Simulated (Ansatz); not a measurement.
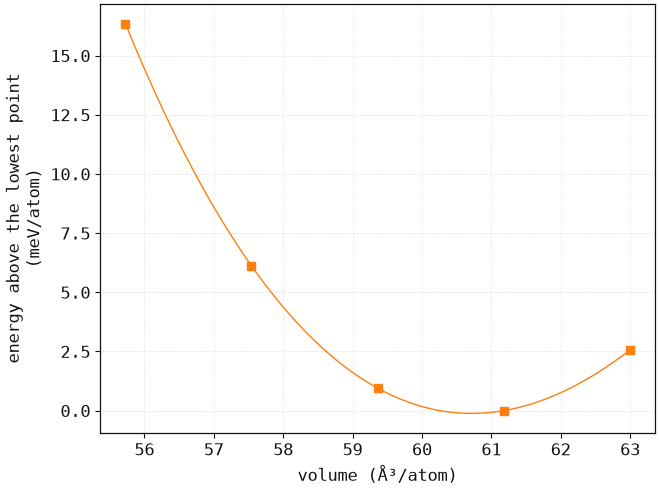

The picture above shows the energy above the lowest point against volume for I, space group Fd-3m (No. 227) (one of a set of cubic test structures, which need not be the stable phase).

Computed with Ansatz 0.2.0 development build: equation of state of a cubic crystal from periodic Kohn-Sham density functional theory without spin, third-order Birch-Murnaghan fit to the free energies; pressure corrected for the finite basis. Level: r2SCAN.

structure type diamond; atoms in cell 2; space group number 227; lattice centring face-centred primitive; k mesh 8×8×8; occupation method Fermi–Dirac; occupation width 0.1 eV; wave cutoff 520 eV; datasets hand-made PAW; density tolerance 1e−09 eV; bands 21; density cutoff ratio 4; search for lower states default; xc grid level 2.

From this curve and the settings, what does the calculation give for the pressure at the same points?

The pressure falls from 1.155 GPa at volume 55.73 Å³/atom to −0.360 GPa at 62.99 Å³/atom, and changes sign near 60.7 Å³/atom.

```tsv
volume (Å³/atom)	pressure (GPa)
55.73	1.155
57.54	0.670
59.36	0.260
61.18	-0.080
62.99	-0.360
```

Keep in mind: cubic model structure, not the ambient form; no spin polarisation, a magnetic state may lie lower.
